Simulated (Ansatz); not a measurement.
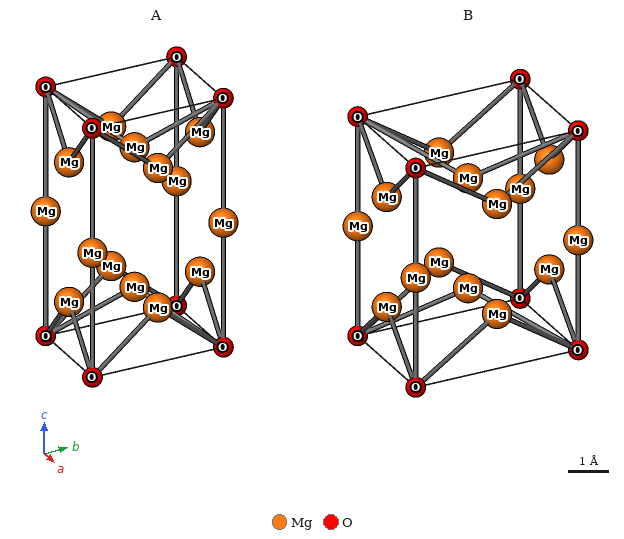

Two geometries of crystalline Mg₇O (a generated structure, set up in P6/mmm) (coarse preliminary run), drawn at one scale. One is the start of a relaxation, the other its converged end. A ball-and-stick model of the cell of the calculation, seen slightly off an axis.

Level of theory: DFT PBE, scalar-relativistic, plane waves, PAW (Ansatz 0.2.0). Settings: plane-wave cutoff 420 eV; k-point mesh 6 × 6 × 4; occupations gaussian; smearing width 0.1 eV; no spin polarisation; cell and atoms relaxed; force threshold 0.04 eV/Å; at most 70 steps.

Which one is relaxed?

Answer. Structure B is the relaxed one. Over 7 accepted moves (9 points after the start) the energy falls by 857 meV per atom. Largest force component: 0.32 eV/Å at the start, 0.0053 eV/Å at the end. Pressure: 31.54 GPa at the start and −0.16 GPa at the end. The SCF was repeated twice at an unchanged geometry on a basis and grid sized afresh for the cell, which shifted the energy by 39.9 meV per atom at most. The largest moves relative to the cell, 0.17 Å, are those of Mg atoms. O stays in place. Cell: a = b 4.700 → 5.835 Å (+24.2 %), c 6.531 → 5.751 Å (−11.9 %). Volume +35.7 %. Some distances before and after: Mg–Mg 2.350 → 2.917 Å, Mg–O 2.753 → 3.251 Å, Mg–O 3.265 → 2.876 Å. The space group stays P6/mmm (No. 191). Cost: 75 s on 1 thread of Arm Neoverse V2, on a shared host, peak memory 0.44 GiB.
